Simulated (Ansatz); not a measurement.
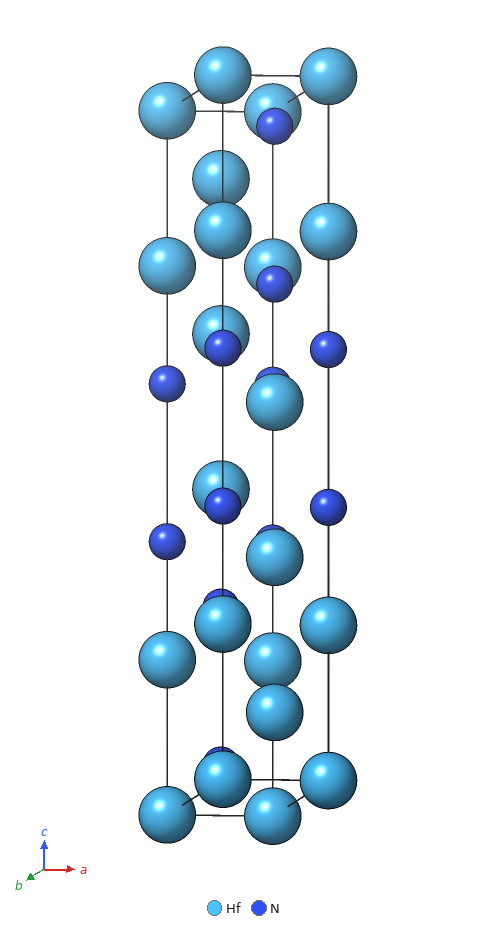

The crystal in a spheres-only representation, seen from a general direction. Atoms at the boundary of the conventional unit cell (the box) are drawn once for each face, edge or corner they touch.

Hf₃N₂, space group R-3m (No. 166), a = 3.21 Å, b = 3.21 Å, c = 23.31 Å, α = 90.00°, β = 90.00°, γ = 120.00°.

Computational set-up: DFT r2SCAN, scalar-relativistic, plane waves, PAW in Ansatz, plane-wave cutoff 500 eV, k-points about 0.19 Å⁻¹ apart, Gaussian smearing of 0.1 eV, no spin polarisation.

Is the electronic structure metallic or gapped?

A metal: bands cross the Fermi level.

What is the pressure at this volume?

The computed pressure is 0.0 GPa, close to zero.

The model was built from a structure listed in the Materials Project. Earlier steps of the study may have refined or changed the cell and positions. Ansatz was used for an electronic-structure calculation on it.
